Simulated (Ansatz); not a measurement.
# Run report: KI, phonon calculation

The run: phonon calculation of KI (P6₃/mmc, 4 atoms in the cell). Method and program: DFT, PBEsol, plane waves, PAW, no spin polarisation (Ansatz 0.2.0).

The structure was built on a prototype by a generator. The geometry comes from this level: PBEsol.

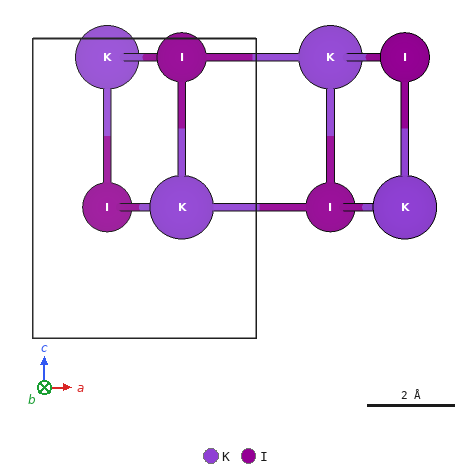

**Figure 1.** The structure as given in the input (ball-and-stick view of the cell of the calculation, repeated 2 × 1 × 1, along the b axis). An atom can appear more than once, as a periodic image.

Input file
```yaml
crystal:
  lattice:
    - [5.9761435941, 0.0, 0.0]
    - [-2.9880717971, 5.1754921691, 0.0]
    - [0.0, 0.0, 6.953532492]
  atoms:
    - { symbol: K, position: [0.3333333333, 0.6666666667, -0.0625] }
    - { symbol: K, position: [0.6666666667, 0.3333333333, 0.4375] }
    - { symbol: I, position: [0.3333333333, 0.6666666667, 0.4375] }
    - { symbol: I, position: [0.6666666667, 0.3333333333, 0.9375] }
kpoints:
  mp_grid: { grid: [6, 6, 4] }
hamiltonian:
  xc: pbesol
scf:
  occupations: { method: fixed }
phonons:
  method: dfpt
  dielectric: true
  qpoints: [[0, 0, 0]]
  rigid_motions: translations
```

Launch command:
```bash
ansatz run input.yaml --threads 2 --pin off --max-ram 2211MiB --backend cpu --events-out ev --progress --plain --runs-dir out
```

Output
```
Engine: ansatz 0.2.0, aarch64-unknown-linux-gnu
Pseudopotentials: kind: paw
Pseudopotential: K, paw, valence charge 9, recommended cutoff 420 eV (normal), K.paw.azcp
Pseudopotential: I, paw, valence charge 17, recommended cutoff 420 eV (normal), I.paw.azcp
Functional definition: PBEsol
  exchange = pbesol_x
  correlation = pbesol_c
Crystal: 4 atoms, lattice volume = 215.069 Å³
Basis set: ecut = 420 eV, 4163 PW (Γ), exchange–correlation on 80×80×96 points (8 copies of the dense FFT grid, shifted against one another)
Bands: 32, of which v1, the nominal top of the filled ones, is band 26 counted from 1 (25 counted from 0)
Symmetry: 24 space group operations
k-points: 47 of 144 (irreducible under 2 space group operations, time reversal used)
Non-local potential: K, projectors of the file, l = 0: 3, l = 1: 2, l = 2: 2
Non-local potential: I, projectors of the file, l = 0: 2, l = 1: 2, l = 2: 2, l = 3: 2
PAW form: soft (Blöchl's): semilocal exchange-correlation on the pseudo side does not see the compensation charge
PAW frozen core: K, regenerated for the run's functional, and the local potential with it (the file was generated under x = pbe(κ = 0.804, μ = 0.2195149727645171), c = pbe(β = 0.06672455060314922))
PAW frozen core: I, regenerated for the run's functional, and the local potential with it (the file was generated under x = pbe(κ = 0.804, μ = 0.2195149727645171), c = pbe(β = 0.06672455060314922))
PAW one-centre angular grid: K, 110 points (default); XC on 64 Gauss nodes
PAW one-centre angular grid: I, 590 points (default); XC on 64 Gauss nodes
Initial density: superposition of atomic densities (neutral atoms: chi_scale 0, normalization atom), corrected by the library's trained network
Initial wavefunctions: pseudopotential atomic-orbital guess
Functional: x = pbesol(κ = 0.804, μ = 0.12345679012345678), c = pbesol(β = 0.046)
SCF iter   1: F=—  HF=-17902.294599 eV  |F-HF|=—  |Δ(HF+E_count)|=         —  Δρ=1.48e-3  dr2=2.62e-3  ethr=1.77e-3  ⟨swp⟩=5.9  Hψ=5877  notcnv=0  defer=178
preconditioner: auto → Resta (q_TF=auto, 2.153 Å⁻¹)  ε∞=2.0  [insulator: Δε(μ)=3.787 eV  Ē_g=13.110 eV  n_scr=28 (ndim 8)  ℏωp=13.4 eV  f_vac=0.293  ε∞_Penn≈2.0]
SCF iter   2: F=—  HF=-17902.292745 eV  |F-HF|=—  |Δ(HF+E_count)|=   1.85e-3  Δρ=8.47e-4  dr2=7.17e-4  ethr=5.04e-6  ⟨swp⟩=3.1  Hψ=3289  notcnv=0  defer=188
SCF iter   3: F=—  HF=-17902.292891 eV  |F-HF|=—  |Δ(HF+E_count)|=   1.45e-4  Δρ=2.75e-4  dr2=1.57e-4  ethr=1.38e-6  ⟨swp⟩=2.0  Hψ=2735  notcnv=0  defer=188
SCF iter   4: F=—  HF=-17902.292778 eV  |F-HF|=—  |Δ(HF+E_count)|=   1.12e-4  Δρ=8.74e-5  dr2=1.44e-5  ethr=3.03e-7  ⟨swp⟩=2.0  Hψ=2641  notcnv=0  defer=186
SCF iter   5: F=—  HF=-17902.292778 eV  |F-HF|=—  |Δ(HF+E_count)|=   6.16e-7  Δρ=2.04e-5  dr2=9.22e-7  ethr=2.77e-8  ⟨swp⟩=2.0  Hψ=2641  notcnv=0  defer=185
SCF iter   6: F=—  HF=-17902.292866 eV  |F-HF|=—  |Δ(HF+E_count)|=   8.85e-5  Δρ=3.79e-6  dr2=4.92e-8  ethr=1.77e-9  ⟨swp⟩=2.0  Hψ=2645  notcnv=0  defer=179
SCF iter   7: F=—  HF=-17902.292866 eV  |F-HF|=—  |Δ(HF+E_count)|=   8.79e-8  Δρ=8.11e-7  dr2=1.64e-9  ethr=9.47e-11  ⟨swp⟩=3.0  Hψ=2678  notcnv=0  defer=179
SCF iter   8: F=-17902.292866 eV  HF=-17902.292866 eV  |F-HF|=1.13e-10  |Δ(HF+E_count)|=   4.01e-9  Δρ=1.07e-7  dr2=2.42e-11  ethr=1.00e-12  ⟨swp⟩=16.6  Hψ=12821  notcnv=0
SCF 1 converged in 8 iterations: F = -17902.292866 eV  dr2 = 2.42e-11
  greatest PAW one-centre occupation: 0.999 electrons in one spin orbital (limit 2), on the I atom at site 3 (counted from 0), in its partial waves of l = 2
DFPT response loops at Γ: preconditioner auto → none (the input reference at scf.mixing.eps_inf says where Resta's filter doesn't serve); β = 0.50; Broyden in place of MSR1
── the response to a field inside a basis, on 6×6×4 k-points: an SCF that follows is theirs, and a resumed run solves both again ──
Bands: 27, of which v1, the nominal top of the filled ones, is band 26 counted from 1 (25 counted from 0)
k-points: 24 of 144 (irreducible under 8 space group operations)
Initial density: handed on by an earlier stage of this run
Initial wavefunctions: pseudopotential atomic-orbital guess (no wavefunctions were taken with the density)
Eigensolver: Dense (24 Hₖ)
SCF iter   1: F=—  HF=-17902.281544 eV  |F-HF|=—  |Δ(HF+E_count)|=         —  Δρ=7.55e-5  dr2=2.01e-6  ethr=1.00e-1
preconditioner: auto → Resta (q_TF=auto, 2.153 Å⁻¹)  ε∞=2.3  [insulator: Δε(μ)=4.095 eV  Ē_g=11.958 eV  n_scr=28 (ndim 8)  ℏωp=13.4 eV  f_vac=0.291  ε∞_Penn≈2.3]
SCF iter   2: F=—  HF=-17902.281546 eV  |F-HF|=—  |Δ(HF+E_count)|=   1.83e-6  Δρ=3.81e-5  dr2=5.47e-7  ethr=3.87e-9
SCF iter   3: F=-17902.281547 eV  HF=-17902.281547 eV  |F-HF|=5.54e-9  |Δ(HF+E_count)|=   8.12e-7  Δρ=2.79e-6  dr2=1.35e-8  ethr=1.05e-9
SCF 1 converged in 3 iterations: F = -17902.281547 eV  dr2 = 1.35e-8
DFPT response loops at Γ: mixed as the last ones told, above
SCF converged after 8 iterations
Free energy (F): -17902.292866 eV
Harris-Foulkes:  -17902.292866 eV  (|F-HF|=1.13e-10)
Internal energy: -17902.292866 eV  (E = F + TS)
E sigma→0 (E₀):  -17902.292866 eV
Fermi energy:    0.789122 eV
--- Per-component energies (eV) ---
  E_band       = -1117.907255
  E_kinetic    = 886.160396
  E_local      = -6492.780125  (includes V_loc(G=0)·N_el)
  E_nonlocal   = -149.076197
  E_hartree    = 3058.862797
  E_xc         = -521.002257
  E_vxc        = -583.780657  (∫ρ·V_xc dr)
  E_paw        = -10998.620191  (= ΣΔE_a)
  E_vpaw       = -896.156198  (= ΣTr[D̂ρ^β])
  E_aug_tail   = 0.000023  (compensation charges beyond the density's cutoff)
  E_ewald      = -3686.877368
  E_core_change = 1.040054  (= ΣΔE_core)
  E_smearing   = -0.000000  (= −TS)
  E_closure    = 0.000000  (closes the sum)
  Σ components = -17902.292866   (vs F -17902.292866, Δ=0.00e0)
--- Band table (eV; the first three rows and the last of 47) ---
  k-point 0: bands = ["-41.8829", "-41.8829", "-41.8788", "-41.8788", "-41.8787", "-41.8787", "-41.8771", "-41.8771", "-41.8771", "-41.8771", "-27.6207", "-27.6177", "-11.2165", "-11.2070", "-11.2070", "-11.1888", "-11.1888", "-11.1713", "-9.6887", "-9.5578", "-0.0822", "0.2027", "0.2027", "0.4753", "0.4753", "0.7891", "4.5852", "6.6351", "7.0571", "7.0571", "7.8472", "7.8952"]
  k-point 1: bands = ["-41.8829", "-41.8829", "-41.8788", "-41.8788", "-41.8787", "-41.8787", "-41.8771", "-41.8771", "-41.8771", "-41.8771", "-27.6202", "-27.6181", "-11.2318", "-11.2043", "-11.2043", "-11.2015", "-11.1914", "-11.1914", "-9.6298", "-9.5382", "-0.0975", "0.2337", "0.2337", "0.4253", "0.4253", "0.4749", "4.9943", "6.4950", "7.2700", "7.2700", "8.1346", "8.1346"]
  k-point 2: bands = ["-41.8829", "-41.8829", "-41.8787", "-41.8787", "-41.8787", "-41.8787", "-41.8771", "-41.8771", "-41.8771", "-41.8771", "-27.6192", "-27.6192", "-11.2384", "-11.2384", "-11.1978", "-11.1978", "-11.1978", "-11.1978", "-9.5456", "-9.5456", "0.0411", "0.0411", "0.3201", "0.3201", "0.3201", "0.3201", "5.7849", "5.7849", "7.7502", "7.7502", "7.7502", "7.7502"]
  k-point 46: bands = ["-41.8829", "-41.8829", "-41.8788", "-41.8788", "-41.8787", "-41.8787", "-41.8771", "-41.8771", "-41.8771", "-41.8771", "-27.6194", "-27.6187", "-11.2890", "-11.2830", "-11.2104", "-11.1931", "-11.1864", "-11.1771", "-9.5132", "-9.4834", "-0.1857", "-0.0581", "0.1410", "0.3782", "0.5000", "0.5569", "6.1515", "6.3470", "6.7904", "7.4667", "7.7848", "7.9641"]
--- Phonons (Γ-DFPT): 4 representative perturbations + reference, on 47 of 144 k-points (Σ response iterations 14) ---
  k mesh reduced under 2 symmetry operations, with k and −k counted as one. Each operation leaves every solved perturbation unchanged. A smaller set is not considered because the run solves the response to a homogeneous field
  ASR residual: 2.112e-4 → 0.000e0 eV/Å²; symmetrization residual: 3.552e-5 eV/Å²
  ASR residual per site (eV/Å²): 3.79e-5 3.79e-5 2.11e-4 2.11e-4
  Γ frequencies (cm⁻¹): 0.00 0.00 0.00 29.42 29.42 46.15 100.32 100.32 101.18 101.18 103.80 110.94
  ε∞ (high-frequency dielectric tensor):
        2.377592    -0.000000     0.000000
       -0.000000     2.377592    -0.000000
        0.000000    -0.000000     2.576741
  ε⁰ (static dielectric tensor: ions relaxed, cell fixed):
        3.913993    -0.000000    -0.000000
       -0.000000     3.913993    -0.000000
       -0.000000    -0.000000     4.551095
  ε⁰ − ε∞ (ionic part):
        1.536401    -0.000000    -0.000000
       -0.000000     1.536401    -0.000000
       -0.000000    -0.000000     1.974353
  softest optical mode at Γ: 29.42 cm⁻¹; the repairs (sum rule, projections) moved no ω² at Γ by more than (1.85 cm⁻¹)²
  Born effective charges Z* (e; rows j = field, columns β = displacement):
    site 0:
         1.00496    0.00000    0.00000
        -0.00000    1.00496   -0.00000
         0.00000   -0.00000    1.17873
    site 1:
         1.00496    0.00000    0.00000
        -0.00000    1.00496   -0.00000
         0.00000   -0.00000    1.17873
    site 2:
        -1.00496   -0.00000   -0.00000
         0.00000   -1.00496    0.00000
        -0.00000    0.00000   -1.17873
    site 3:
        -1.00496   -0.00000   -0.00000
         0.00000   -1.00496    0.00000
        -0.00000    0.00000   -1.17873
  Z* charge neutrality: 5.641e-3 e pre-enforcement
  solved inside a basis spanned on kpoints, on 6×6×4 k-points, its susceptibility summed on 10×10×8: ε∞ is read to err by 5.6e-3, Z* by 2.1e-2 e (field_mesh: kpoints solves on kpoints); Z* is corrected for what the basis lacks
  optical modes at Γ without the LO–TO term, one row a degenerate level:
      ω (cm⁻¹)  modes    IR ((D/Å)²/amu)
         29.42      2             0.0000
         46.15      1             0.0000
        100.32      2             3.1182
        101.18      2             0.0000
        103.80      1             2.1449
        110.94      1             0.0000
  optical modes at Γ + LO–TO along q̂ = [1.0000, 0.0000, 0.0000]:
      ω (cm⁻¹)  modes    IR ((D/Å)²/amu)
         29.42      2             0.0000
         46.15      1             0.0000
        100.32      1             1.5591
        101.18      2             0.0000
        103.80      1             2.1449
        110.94      1             0.0000
        128.71      1             1.5591
  optical modes at Γ + LO–TO along q̂ = [0.0000, 1.0000, 0.0000]:
      ω (cm⁻¹)  modes    IR ((D/Å)²/amu)
         29.42      2             0.0000
         46.15      1             0.0000
        100.32      1             1.5591
        101.18      2             0.0000
        103.80      1             2.1449
        110.94      1             0.0000
        128.71      1             1.5591
  optical modes at Γ + LO–TO along q̂ = [0.0000, 0.0000, 1.0000]:
      ω (cm⁻¹)  modes    IR ((D/Å)²/amu)
         29.42      2             0.0000
         46.15      1             0.0000
        100.32      2             3.1182
        101.18      2             0.0000
        110.94      1             0.0000
        137.94      1             2.1449
--- Phonons (arbitrary-q DFPT): 1 explicit q-point ---
  q = [0, 0, 0] (of the zone-centre solve; hermiticity 4.82e-5, symmetrization 1.75e-6): -0.00 -0.00 -0.00 29.42 29.42 46.15 100.32 100.32 101.18 101.18 103.80 110.94
  sum rule: each row above includes the acoustic sum rule's correction from the zone centre's row sums; it moved no ω² by more than (0.67 cm⁻¹)²
```

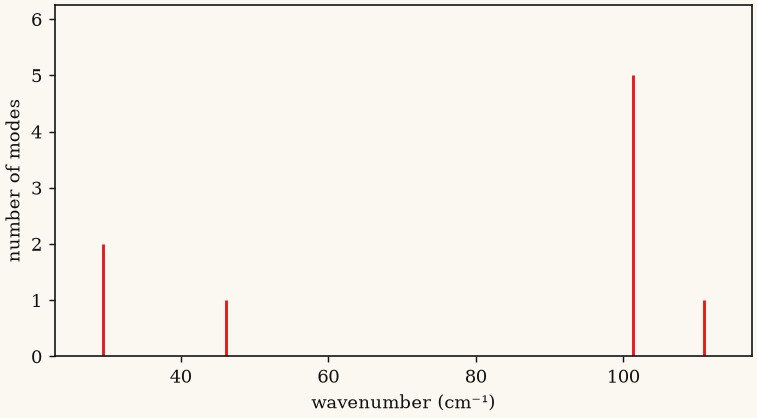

**Figure 2.** Optical phonons at the zone centre (no LO–TO term); neighbouring modes closer than 3 cm⁻¹ are counted in one stick. 9 modes from 29 to 111 cm⁻¹, none imaginary.

Key numbers

| quantity | value |
| --- | --- |
| outcome | converged |
| space group (tolerance 0.01 Å) | P6₃/mmc (194) |
| electrons treated | 52 |
| free energy | −17902.2929 eV |
| Fermi energy | 0.789 eV |
| gap on the k-point mesh | 3.80 eV |
| ε∞ (xx, yy, zz) | 2.38, 2.38, 2.58 |
| Born charges (mean of the diagonal) | K1, K2 (1.06 e); I3, I4 (−1.06 e) |
| hardware | 2 threads of Arm Neoverse V1, 24 GiB of memory available, shared host |
| wall time | 3.2 min (CPU time 6.3 min) |
| peak memory | 1.6 GiB |
